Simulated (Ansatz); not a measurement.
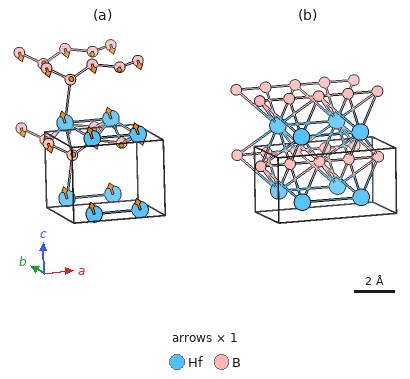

The structure of solid HfB₂ (a generated structure, set up in Ama2) (coarse preliminary run) before (left) and after (right) a relaxation, at one scale. The orange arrows give the displacements (the part carried along by the change of the cell is left out), at their true length.

Style: ball-and-stick. Shown: the cell of the calculation, repeated 1 × 2 × 2 with one cell outlined, slightly off an axis.

These are results of DFT PBE, scalar-relativistic, plane waves, PAW in Ansatz, not measurements. Set-up: plane-wave cutoff 420 eV; k-point mesh 4 × 4 × 4; occupations gaussian; smearing width 0.1 eV; no spin polarisation; cell and atoms relaxed; force threshold 0.04 eV/Å; at most 70 steps.

### What changed between the two?

After 14 accepted moves (16 points after the start) the energy has fallen by 4002 meV per atom. Largest force component: 29 eV/Å at the start, 0.00089 eV/Å at the end. Pressure: 125.97 GPa at the start and 0.00 GPa at the end. At 2 points the geometry stayed and the basis and grid were re-selected for the new cell (energy shift of 14.7 meV per atom at most each time). The largest moves relative to the cell, 0.76 Å, are those of Hf atoms. By element the largest moves are Hf 0.76 Å, B 0.61 Å. Cell: a 4.933 → 6.348 Å (+28.7 %), b = c 3.858 → 3.355 Å (−13.0 %), α 85.8° → 90.0°. Volume −2.4 %. Among the contacts that change: B–Hf 4.622 → 2.854 Å, B–Hf 3.912 → 2.372 Å, B–Hf 1.719 → 2.854 Å, B–Hf 3.164 → 2.372 Å. New bonds form, among them: B–Hf (3.16 → 2.37 Å), B–Hf (3.91 → 2.37 Å). Among the angles between lasting bonds that change: B–B–B 122.7° → 180.0°, B–B–B 133.2° → 180.0°, B–Hf–B 126.5° → 90.0°. The space group (tolerance 0.01 Å) goes from Ama2 (No. 40) to P4/mmm (No. 123).

Limits of the set-up: the k-point mesh is coarse for a cell with partly filled bands.
